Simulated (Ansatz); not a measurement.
# Calculations on VN and related structures

Part 1: Relaxation

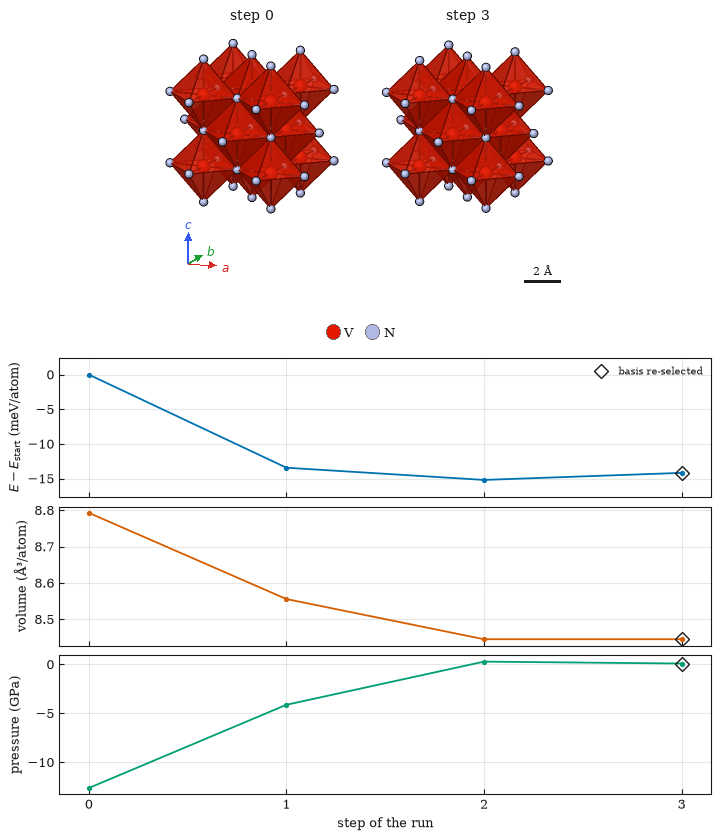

First and last geometry of a relaxation of solid VN (set up in Fm-3m) (coarse preliminary run), with the history of the run. The picture is a polyhedral view of the conventional cell (4 times the calculation's cell), seen slightly off an axis. Lengths and directions refer to the drawn axes.

The calculation used DFT PBEsol, scalar-relativistic, plane waves, PAW (Ansatz).

The input:
```yaml
crystal:
  lattice:
    - [0.0, 2.064, 2.064]
    - [2.064, 0.0, 2.064]
    - [2.064, 2.064, 0.0]
  atoms:
    - { symbol: V, position: [0.0, 0.0, 0.0], spin: 0.12 }
    - { symbol: "N", position: [0.5, 0.5, 0.5], spin: 0.01 }
basis:
  ecutwfc: 420
kpoints:
  mp_grid: { grid: [8, 8, 8] }
hamiltonian:
  xc: pbesol
scf:
  occupations: { method: gaussian, width: 0.1 }
output:
  forces: true
  stress: true
  eigenvalues: true
  populations: true
magnetization:
  spin_polarized: true
relax:
  adjacent_minimum: "off"
  f_tol: 0.05
  max_steps: 80
  cell: { stress_tol: 0.5 }
```

Launched with:
```bash
ansatz run input.yaml --threads 1 --pin off --max-ram 2560MiB --backend cpu --events-out ev --progress --plain --runs-dir out
```

### What do the curves and the structures tell?

It converged. No atom moves by more than 0.005 Å relative to the cell. The volume changes by −4.0 %, with a = b = c 4.128 → 4.073 Å (−1.3 %). Near-neighbour distances that change, for instance: V1–V1 2.919 → 2.880 Å, V1–N2 2.064 → 2.036 Å. The space group stays Fm-3m (No. 225). After 2 accepted moves (3 points after the start) the energy has fallen by 14.2 meV per atom. All forces vanish by symmetry, so only the cell relaxes. Pressure: −12.63 GPa at the start and 0.09 GPa at the end. The SCF was repeated once at an unchanged geometry on a basis and grid sized afresh for the cell, which shifted the energy by 1.0 meV per atom at most. The program noted that the starting moments weren't kept.

Part 2: Relaxation

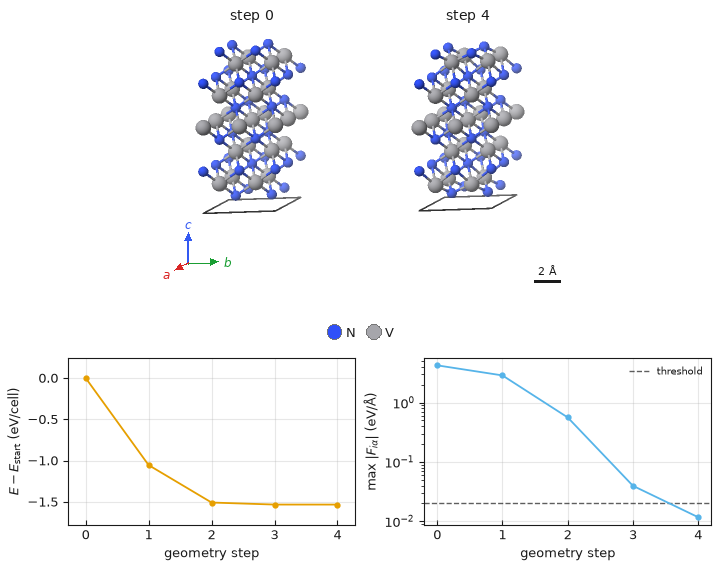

First and last geometry of a relaxation of a slab of composition V₅N₆ (cut from the Fm-3m phase), with the history of the run. A ball-and-stick model of the 2 × 2 repeat of the cell, outlined in the plane, without the vacuum, seen slightly off an axis.

Case: (1 1 1) slab, atoms relaxed. The slab is the (1 1 1) face of VN.

The calculation used DFT PBEsol, scalar-relativistic, plane waves, PAW in Ansatz 0.2.0. Set-up: plane-wave cutoff 420 eV; k-point mesh 12 × 12 × 1; occupations gaussian; smearing width 0.1 eV; no spin polarisation; dipole correction; atoms relaxed in a fixed cell; force threshold 0.02 eV/Å; at most 60 steps.

Did the run converge, and what did it change?

It converged. The largest moves relative to the layer's centre, 0.21 Å, are those of N atoms. Largest moves by element: N 0.21 Å, V 0.13 Å. The cell stays as it was. Some distances before and after: N–V 2.036 → 1.861 Å, V–V 2.880 → 3.006 Å, N–V 2.036 → 2.138 Å, V–V 2.880 → 2.864 Å. Bond angles that change, for instance: N–V–N 180.0° → 167.8°, N–V–N 90.0° → 101.4°, V–N–V 90.0° → 101.4°. Over 4 geometry steps the energy falls by 1.534 eV per cell of the calculation. Largest force component: 4.3 eV/Å at the start, 0.012 eV/Å at the end.

Limits of the set-up: the cell has an odd number of electrons but was run without spin polarisation.

Part 3: A change

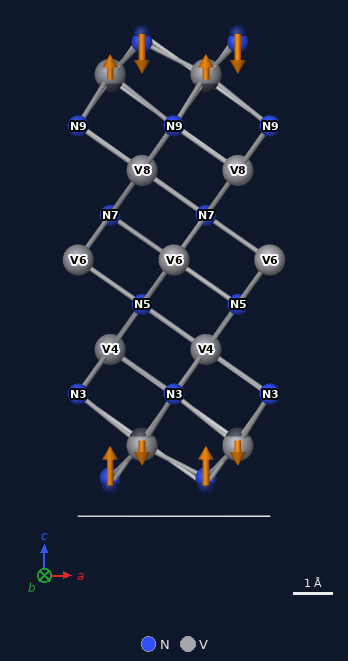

A (1 1 1) slab of VN as cut from the relaxed bulk, drawn pale, and a changed version of it, drawn solid. The orange arrows show how the atoms are displaced, magnified 5 times. The picture is a ball-and-stick view of the 2 × 2 repeat of the cell, outlined in the plane, without the vacuum, seen along the b axis.

These are results of DFT PBEsol, scalar-relativistic, plane waves, PAW in Ansatz, not measurements. (plane-wave cutoff 420 eV; occupations gaussian; smearing width 0.1 eV; no spin polarisation) The k-mesh is chosen for each cell (12×12×15, 12×12×1).

Describe the change and its computed effect.

The atoms of the slab are relaxed at the bulk's in-plane cell. The slab isn't stoichiometric; relaxing it gains 1.704 J/m². The top spacing, between the N and V planes, goes from 1.18 to 0.84 Å (−28.9 %), the bottom one (N to V) from 1.18 to 0.84 Å (−28.9 %). The work function of the top face goes from 7.38 to 5.98 eV. The lattice vectors keep their values. The largest moves relative to the layer's centre, 0.21 Å, are those of N atoms. By element the largest moves are N 0.21 Å, V 0.13 Å. Some distances before and after: N–V 2.036 → 1.861 to 2.138 Å.
